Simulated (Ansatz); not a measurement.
Input file:

```
crystal:
  lattice:
    - [3.28775062, 0.0, 0.0]
    - [0.0, 3.28775062, 0.0]
    - [0.0, 0.0, 3.28775062]
  atoms:
    - { symbol: Sn, position: [0.0, 0.0, 0.0] }
    - { symbol: O, position: [0.5, 0.5, 0.5] }
kpoints:
  mp_grid: { grid: [6, 6, 6] }
hamiltonian:
  xc: pbesol
scf:
  occupations: { method: fermi_dirac, width: 0.03 }
relax:
  f_tol: 0.01
  cell: {}
  max_steps: 120
output:
  write_density: true
  write_potential: true
  elf: true
  volumetric_format: npy
```

Launched as:

```sh
ansatz run input.yaml --threads 2 --pin off --max-ram 2211MiB --backend cpu --events-out ev --progress --plain --runs-dir out
```

Below, planes, directions and counts refer to the conventional cell (a = 3.08 Å, b = 3.08 Å, c = 3.08 Å, α = 90.00°, β = 90.00°, γ = 90.00°).

The fields are those of the run's last geometry, not of the input's.

Space group Pm-3m; a structure from a database of computed crystals, not necessarily the ambient phase; started from the CsCl-221 prototype, which need not be the ambient phase.

All numbers below come from DFT, PBEsol, plane waves, PAW (Ansatz 0.2.0).

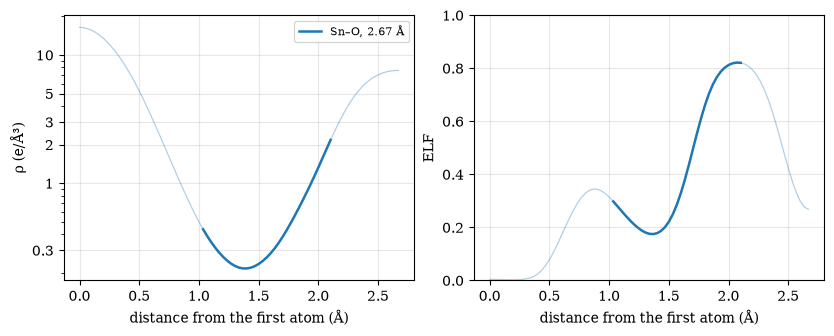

SnO. Valence electron density and electron localisation function along straight lines between neighbouring atoms. Thin, pale parts lie inside the atomic spheres.

In a PAW calculation such maps are meaningful between the atoms, not at the nuclei.

> What can be read from the curves?

Sn–O (2.67 Å): ρ is about 0.22 e/Å³ halfway; the ELF is about 0.20 at the midpoint; no shared electron pair shows on this line.
